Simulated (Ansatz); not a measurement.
Single-point calculation, with input and output: CoO (part 2 of 2)

CoO (R3m, 8 atoms in the cell); DFT PBE, scalar-relativistic, plane waves, PAW, spin-polarised (Ansatz 0.2.0); cutoff 420 eV, 12×12×6 k-mesh, Gaussian smearing of 0.01 eV, collinear spins. The structure derives from a Materials Project entry. It belongs to a series of runs on one base structure; here: antiferromagnetic, doubled cell, propagation vector (1/2, 1/2, 1/2).

Geometry of the input (Å; fractional positions):
```
1.6022  -0.9250  10.2659
-1.6022  -0.9250  10.2659
0.0000  -3.7002  10.2659
Co 0.9995  0.9995  0.5003
Co 0.4995  0.4995  0.7503
O  0.3755  0.3755  0.8123
O  0.8755  0.8755  0.5622
Co 0.9995  0.9995  0.0003
Co 0.4995  0.4995  0.2503
O  0.3755  0.3755  0.3123
O  0.8755  0.8755  0.0622
```

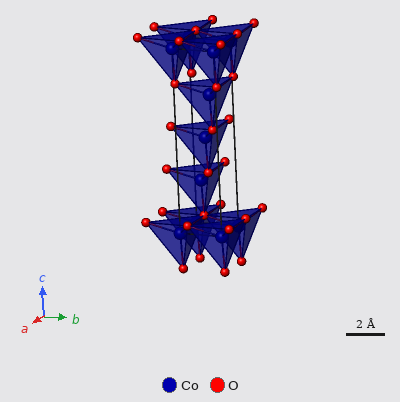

**Figure 1.** The input geometry (polyhedral view of the reduced cell, seen slightly off an axis; polyhedra are completed across the faces of the cell).

Log, continued
```
SCF iter   1: F=—  HF=-22778.666722 eV  |F-HF|=—  |Δ(HF+E_count)|=         —  Δρ=2.23e-1 (↑2.23e-1 ↓2.23e-1)  dr2=8.74e1  dr2_m=1.65e1  M=0.000 μB ∫|m|=6.239 μB  β_m=0.30  ethr=3.10e-3  ⟨swp⟩=5.1  Hψ=21002  notcnv=0  defer=54
preconditioner: auto → Kerker (q_TF=auto, 2.732 Å⁻¹)  [metal: Δε(μ)=0.002 eV  Ē_g=11.933 eV  σ=0.010 eV  W_gap=0.10  n_scr=38 (ndim 8)  ℏωp=30.1 eV  f_vac=0.000  D(μ)=15.79/eV (n_scr^D=264)]
spin=Collinear: Kerker preconditioning applied to the charge; magnetization (m = ρ↑ − ρ↓) channel mixes plain (no charge-response kernel on spin).
SCF iter   2: F=—  HF=-22770.157570 eV  |F-HF|=—  |Δ(HF+E_count)|=    8.51e0  Δρ=6.24e-2 (↑6.24e-2 ↓6.24e-2)  dr2=5.93e0  dr2_m=7.82e-1  M=0.000 μB ∫|m|=10.960 μB  β_m=0.30  ethr=3.10e-3  ⟨swp⟩=3.0  Hψ=12761  notcnv=0  defer=1130
SCF iter   3: F=—  HF=-22769.627704 eV  |F-HF|=—  |Δ(HF+E_count)|=   5.30e-1  Δρ=6.33e-2 (↑6.33e-2 ↓6.33e-2)  dr2=6.24e0  dr2_m=1.64e0  M=0.000 μB ∫|m|=10.792 μB  β_m=0.30  ethr=3.10e-3  ⟨swp⟩=2.3  Hψ=9385  notcnv=0  defer=972
SCF iter   4: F=—  HF=-22769.619129 eV  |F-HF|=—  |Δ(HF+E_count)|=   8.58e-3  Δρ=5.57e-2 (↑5.57e-2 ↓5.57e-2)  dr2=3.70e0  dr2_m=1.56e0  M=0.000 μB ∫|m|=10.602 μB  β_m=0.30  ethr=3.10e-3  ⟨swp⟩=2.0  Hψ=5894  notcnv=0  defer=972
Mixer restart at iter 4: flushing history
spin-set hold released at iteration 4 (the charge has settled, or the pull on large starting moments outlasts its swing): the magnetisation degrees of freedom join the quasi-Newton model from the next iteration; the mixer history was flushed
SCF iter   5: F=—  HF=-22770.030614 eV  |F-HF|=—  |Δ(HF+E_count)|=   4.11e-1  Δρ=8.02e-2 (↑8.02e-2 ↓8.02e-2)  dr2=1.32e1  dr2_m=2.15e0  M=0.000 μB ∫|m|=10.711 μB  β_m=0.17  ethr=3.10e-3  ⟨swp⟩=2.5  Hψ=9031  notcnv=0  defer=999  recentre
SCF iter   6: F=—  HF=-22769.655699 eV  |F-HF|=—  |Δ(HF+E_count)|=   3.75e-1  Δρ=4.53e-2 (↑4.53e-2 ↓4.53e-2)  dr2=2.27e0  dr2_m=1.07e0  M=0.000 μB ∫|m|=10.477 μB  β_m=0.03  ethr=3.10e-3  ⟨swp⟩=2.2  Hψ=6973  notcnv=0  defer=999
SCF iter   7: F=—  HF=-22769.646330 eV  |F-HF|=—  |Δ(HF+E_count)|=   9.37e-3  Δρ=3.11e-2 (↑3.11e-2 ↓3.11e-2)  dr2=5.89e-1  dr2_m=5.79e-1  M=0.000 μB ∫|m|=10.478 μB  β_m=0.05  ethr=2.46e-3  ⟨swp⟩=2.0  Hψ=7326  notcnv=0  defer=999
SCF iter   8: F=—  HF=-22769.723513 eV  |F-HF|=—  |Δ(HF+E_count)|=   7.72e-2  Δρ=2.43e-2 (↑2.43e-2 ↓2.43e-2)  dr2=3.51e-1  dr2_m=3.65e-1  M=0.000 μB ∫|m|=10.367 μB  β_m=0.27  ethr=6.41e-4  ⟨swp⟩=2.0  Hψ=5947  notcnv=0  defer=1005
SCF iter   9: F=—  HF=-22769.878153 eV  |F-HF|=—  |Δ(HF+E_count)|=   1.55e-1  Δρ=6.81e-3 (↑6.81e-3 ↓6.81e-3)  dr2=6.17e-2  dr2_m=1.47e-2  M=0.000 μB ∫|m|=10.180 μB  β_m=0.40  ethr=3.81e-4  ⟨swp⟩=2.7  Hψ=10742  notcnv=0  defer=1006
SCF iter  10: F=—  HF=-22769.886898 eV  |F-HF|=—  |Δ(HF+E_count)|=   8.74e-3  Δρ=4.79e-3 (↑4.79e-3 ↓4.79e-3)  dr2=4.58e-2  dr2_m=5.82e-3  M=0.000 μB ∫|m|=10.191 μB  β_m=0.70  ethr=6.70e-5  ⟨swp⟩=2.0  Hψ=7520  notcnv=0  defer=1014
SCF iter  11: F=—  HF=-22769.896364 eV  |F-HF|=—  |Δ(HF+E_count)|=   9.47e-3  Δρ=1.22e-3 (↑1.22e-3 ↓1.22e-3)  dr2=2.47e-3  dr2_m=5.51e-4  M=0.000 μB ∫|m|=10.176 μB  β_m=0.73  ethr=4.98e-5  ⟨swp⟩=2.3  Hψ=6795  notcnv=0  defer=1014
SCF iter  12: F=—  HF=-22769.898009 eV  |F-HF|=—  |Δ(HF+E_count)|=   1.65e-3  Δρ=1.76e-3 (↑1.76e-3 ↓1.76e-3)  dr2=6.23e-3  dr2_m=1.14e-3  M=0.000 μB ∫|m|=10.174 μB  β_m=0.73  ethr=2.68e-6  ⟨swp⟩=2.0  Hψ=8414  notcnv=0  defer=1014
SCF iter  13: F=—  HF=-22769.898455 eV  |F-HF|=—  |Δ(HF+E_count)|=   4.46e-4  Δρ=8.72e-4 (↑8.72e-4 ↓8.72e-4)  dr2=1.62e-3  dr2_m=2.51e-4  M=0.000 μB ∫|m|=10.176 μB  β_m=0.73  ethr=2.68e-6  ⟨swp⟩=2.0  Hψ=8351  notcnv=0  defer=1014
SCF iter  14: F=—  HF=-22769.898456 eV  |F-HF|=—  |Δ(HF+E_count)|=   1.33e-6  Δρ=4.29e-4 (↑4.29e-4 ↓4.29e-4)  dr2=2.28e-4  dr2_m=1.03e-4  M=0.000 μB ∫|m|=10.174 μB  β_m=0.86  ethr=1.76e-6  ⟨swp⟩=2.0  Hψ=5767  notcnv=0  defer=1014
SCF iter  15: F=—  HF=-22769.898501 eV  |F-HF|=—  |Δ(HF+E_count)|=   4.43e-5  Δρ=4.61e-4 (↑4.61e-4 ↓4.61e-4)  dr2=5.08e-4  dr2_m=6.00e-5  M=0.000 μB ∫|m|=10.173 μB  β_m=0.93  ethr=2.48e-7  ⟨swp⟩=2.8  Hψ=7900  notcnv=0  defer=1014
SCF iter  16: F=—  HF=-22769.898496 eV  |F-HF|=—  |Δ(HF+E_count)|=   4.77e-6  Δρ=1.20e-4 (↑1.20e-4 ↓1.20e-4)  dr2=2.79e-5  dr2_m=5.49e-6  M=0.000 μB ∫|m|=10.174 μB  β_m=0.97  ethr=2.48e-7  ⟨swp⟩=1.1  Hψ=5193  notcnv=0  defer=1014
SCF iter  17: F=—  HF=-22769.898210 eV  |F-HF|=—  |Δ(HF+E_count)|=   2.86e-4  Δρ=1.12e-4 (↑1.12e-4 ↓1.12e-4)  dr2=2.26e-5  dr2_m=8.49e-7  M=0.000 μB ∫|m|=10.173 μB  β_m=0.78  ethr=3.03e-8  ⟨swp⟩=2.0  Hψ=8705  notcnv=0  defer=1014
SCF iter  18: F=—  HF=-22769.898207 eV  |F-HF|=—  |Δ(HF+E_count)|=   3.00e-6  Δρ=1.32e-5 (↑1.32e-5 ↓1.32e-5)  dr2=2.74e-7  dr2_m=4.63e-8  M=0.000 μB ∫|m|=10.173 μB  β_m=0.86  ethr=2.45e-8  ⟨swp⟩=2.0  Hψ=6569  notcnv=0  defer=1014
iter 19 met the thresholds in force, and the SCF goes on: an eigenvalue changes by 0.54 meV, over its tolerance of 0.50 meV (output.eigenvalues, Limitations)
SCF iter  19: F=-22769.898207 eV  HF=-22769.898207 eV  |F-HF|=4.67e-8  |Δ(HF+E_count)|=   1.22e-7  Δρ=6.06e-6 (↑6.06e-6 ↓6.06e-6)  dr2=8.51e-8  dr2_m=4.83e-9  M=0.000 μB ∫|m|=10.173 μB  β_m=0.86  ethr=1.09e-10  ⟨swp⟩=13.6  Hψ=42934  notcnv=0
SCF iter  20: F=-22769.898207 eV  HF=-22769.898207 eV  |F-HF|=3.43e-9  |Δ(HF+E_count)|=  1.02e-10  Δρ=1.82e-6 (↑1.82e-6 ↓1.82e-6)  dr2=9.08e-9  dr2_m=1.40e-9  M=0.000 μB ∫|m|=10.173 μB  ethr=9.25e-11  ⟨swp⟩=5.7  Hψ=29831  notcnv=0
SCF 1 converged in 20 iterations: F = -22769.898207 eV  dr2 = 9.08e-9
  greatest PAW one-centre occupation: 1.003 electrons in one spin orbital (limit 2), on the Co atom at site 4 (counted from 0), in its partial waves of l = 1
SCF converged after 20 iterations
an eigenvalue changed by more than its tolerance at an iteration that met the thresholds in force, so the SCF went on 1 time: the last check found none over its tolerance
Magnetization: 0.0000 μB (46.0000 up, 46.0000 down)
Absolute magnetization: 10.1733 μB (∫|ρ↑−ρ↓|, with the PAW one-centre terms)
Spin contamination: 5.0267 ħ² per cell (⟨S²⟩ above its minimum at these occupations)
Per-site moments (μB) at R_I (Å): [(2.120606715134713, 0.7874100006093917), (2.0525136201008634, 0.7876185372767309), (0.2773811375125823, 0.7876185372767309), (-0.13926977336334542, 0.7874100006093917), (-2.1206067151347123, 0.7874100006093917), (-2.052513620100863, 0.7876185372767309), (-0.27738113751258314, 0.7876185372767309), (0.13926977336334587, 0.7874100006093917)]
Free energy (F): -22769.898207 eV
Harris-Foulkes:  -22769.898207 eV  (|F-HF|=3.43e-9)
Internal energy: -22769.897800 eV  (E = F + TS)
E sigma→0 (E₀):  -22769.898004 eV
Entropy (-TS):   -0.000407 eV (-0.051 meV/atom)
Fermi energy:    11.119304 eV
--- Per-component energies (eV) ---
  E_band       = -1470.122463
  E_kinetic    = 2476.719523
  E_local      = -15492.705668  (includes V_loc(G=0)·N_el)
  E_nonlocal   = 2048.221533
  E_hartree    = 6392.667681
  E_xc         = -915.220055
  E_vxc        = -1176.042723  (∫ρ·V_xc dr)
  E_paw        = -6704.771591  (= ΣΔE_a)
  E_vpaw       = -2111.663192  (= ΣTr[D̂ρ^β])
  E_aug_tail   = 0.010433  (compensation charges beyond the density's cutoff)
  E_ewald      = -10574.819658
  E_smearing   = -0.000407  (= −TS)
  E_closure    = -0.000000  (closes the sum)
  Σ components = -22769.898207   (vs F -22769.898207, Δ=0.00e0)
--- Forces (eV/Å), atoms counted from 1 ---
  atom   1  Co     0.00000000     0.00000000     0.05680242
  atom   2  Co     0.00000000    -0.00000000     0.43368740
  atom   3  O      0.00000000    -0.00000000    -0.27105761
  atom   4  O      0.00000000    -0.00000000    -0.21937444
  atom   5  Co     0.00000000     0.00000000     0.05680242
  atom   6  Co     0.00000000    -0.00000000     0.43368740
  atom   7  O      0.00000000    -0.00000000    -0.27105761
  atom   8  O      0.00000000    -0.00000000    -0.21937444
  max |Σ_I F_I| component: 1.16e-4 eV/Å
--- Stress (GPa, compression-positive) ---
       -2.411320       0.000000       0.000000
        0.000000      -2.411320       0.000000
        0.000000       0.000000      -0.178088
  P = ⅓ Tr σ = -1.6669 GPa (-16.669 kbar)
--- Band table (eV; the first three rows and the last of 196) ---
  k-point 0 ↑: bands = ["-85.3658", "-85.3098", "-82.6748", "-82.6280", "-48.7913", "-48.6036", "-48.5891", "-48.5891", "-48.5783", "-48.5783", "-46.0786", "-46.0522", "-46.0018", "-46.0018", "-45.9226", "-45.9226", "-8.8613", "-8.5608", "-8.3790", "-7.9584", "4.2385", "4.5301", "4.6312", "5.0821", "5.0821", "5.2895", "5.2895", "5.5952", "5.9810", "5.9810", "6.3041", "6.3041", "8.9593", "8.9593", "9.0549", "9.0549", "9.1437", "10.2055", "10.2055", "10.5628", "10.5752", "10.5752", "10.9066", "10.9066", "11.3640", "11.3640", "11.4200", "11.8626", "13.0018", "13.0018", "13.1367", "13.5206", "13.5206", "14.0126", "14.1600", "16.9708", "18.6562", "21.8060", "21.8311", "24.6798", "24.6798", "25.0822", "25.0822"]
  k-point 1 ↑: bands = ["-85.3655", "-85.3095", "-82.6745", "-82.6276", "-48.7909", "-48.6035", "-48.5928", "-48.5900", "-48.5819", "-48.5792", "-46.0777", "-46.0522", "-46.0061", "-46.0028", "-45.9269", "-45.9236", "-8.7310", "-8.4648", "-8.2851", "-7.8848", "4.3856", "4.4948", "4.6005", "4.9341", "5.1717", "5.2140", "5.3888", "5.5736", "5.8620", "6.0271", "6.0420", "6.3554", "8.7284", "8.8763", "8.9666", "9.1224", "9.1620", "9.9512", "10.1449", "10.3707", "10.5247", "10.5496", "10.6876", "10.8122", "10.9481", "11.2082", "11.8188", "12.3766", "12.6448", "12.8435", "13.1301", "13.2162", "13.3606", "14.4499", "15.0429", "17.8952", "18.7638", "21.9853", "22.4972", "22.5526", "23.0839", "23.4048", "24.1346"]
  k-point 2 ↑: bands = ["-85.3650", "-85.3090", "-82.6739", "-82.6271", "-48.7901", "-48.6035", "-48.6002", "-48.5920", "-48.5888", "-48.5811", "-46.0760", "-46.0521", "-46.0148", "-46.0050", "-45.9356", "-45.9258", "-8.4547", "-8.2671", "-8.1043", "-7.7325", "4.1714", "4.3837", "4.5907", "4.7353", "5.2862", "5.3474", "5.5754", "5.5896", "5.7367", "6.1017", "6.1204", "6.4503", "8.2697", "8.6769", "8.9138", "9.2084", "9.2149", "9.4124", "9.7703", "9.8751", "10.3186", "10.4446", "10.4721", "10.7309", "10.9352", "10.9587", "11.4223", "12.0827", "12.2601", "12.4699", "12.7724", "12.9518", "14.8968", "15.5059", "16.8153", "17.9627", "19.6518", "20.4825", "20.7577", "21.5904", "22.4258", "22.9668", "22.9849"]
  k-point 97 ↓: bands = ["-85.3657", "-85.3097", "-82.6748", "-82.6279", "-48.7913", "-48.6036", "-48.5891", "-48.5891", "-48.5783", "-48.5783", "-46.0785", "-46.0522", "-46.0018", "-46.0018", "-45.9226", "-45.9226", "-8.8335", "-8.6407", "-8.3094", "-7.9759", "4.2544", "4.3779", "4.8406", "5.0840", "5.0840", "5.2871", "5.2871", "5.5071", "5.9809", "5.9809", "6.3049", "6.3049", "8.9605", "8.9605", "9.0569", "9.0569", "9.2027", "10.2004", "10.2004", "10.4020", "10.5331", "10.5331", "10.9914", "10.9914", "11.3219", "11.3219", "11.8145", "12.0152", "12.5346", "13.0027", "13.0027", "13.3907", "13.5208", "13.5208", "15.7570", "15.9025", "19.6519", "19.9091", "24.2328", "24.3833", "24.7617", "24.7617", "25.0354"]
--- Löwdin populations: 8 sites ---
  site symbol       q [e]    m [muB]
     0     Co     15.9516     2.2503
     1     Co     15.9747     2.1741
     2      O      6.8953     0.4165
     3      O      6.8704    -0.1960
     4     Co     15.9516    -2.2503
     5     Co     15.9747    -2.1741
     6      O      6.8953    -0.4165
     7      O      6.8704     0.1960
  spilling = 0.006696 (of n_electrons = 92.000000)
```

File populations.tsv
```
# site	symbol	l	j	q_up	q_dn
# orbitals = lowdin
# n_electrons = 92.000000
# spilling = 0.006696
0	Co	0_3S	-	0.996289	0.996430
0	Co	0_4S	-	0.235407	0.231957
0	Co	1_3P	-	2.998917	2.997945
0	Co	2_3D	-	4.870352	2.624346
1	Co	0_3S	-	0.996325	0.996388
1	Co	0_4S	-	0.236187	0.228864
1	Co	1_3P	-	2.998958	2.997991
1	Co	2_3D	-	4.842940	2.677038
2	O	0_2S	-	0.925697	0.885659
2	O	1_2P	-	2.730197	2.353756
3	O	0_2S	-	0.902185	0.921097
3	O	1_2P	-	2.435009	2.612062
4	Co	0_3S	-	0.996430	0.996289
4	Co	0_4S	-	0.231957	0.235407
4	Co	1_3P	-	2.997945	2.998917
4	Co	2_3D	-	2.624346	4.870352
5	Co	0_3S	-	0.996388	0.996325
5	Co	0_4S	-	0.228864	0.236187
5	Co	1_3P	-	2.997991	2.998958
5	Co	2_3D	-	2.677038	4.842940
6	O	0_2S	-	0.885659	0.925697
6	O	1_2P	-	2.353756	2.730197
7	O	0_2S	-	0.921097	0.902185
7	O	1_2P	-	2.612062	2.435009
```

Summary

| quantity | value |
| --- | --- |
| outcome | converged |
| space group (tolerance 0.01 Å) | R3m (160) |
| electrons treated | 92 |
| free energy | −22769.8982 eV |
| Fermi energy | 11.119 eV |
| gap on the k-point mesh | none (metallic) |
| net moment of the cell | 0.00 μB |
| integrated absolute moment | 10.17 μB |
| pressure | −1.67 GPa |
| largest force (length of the vector) | 0.434 eV/Å |
| hardware | 1 thread of Intel Xeon @ 2.50GHz (Skylake/Cascade Lake), 32 GiB of memory available, shared host |
| wall time | 2 min |
| peak memory | 0.86 GiB |
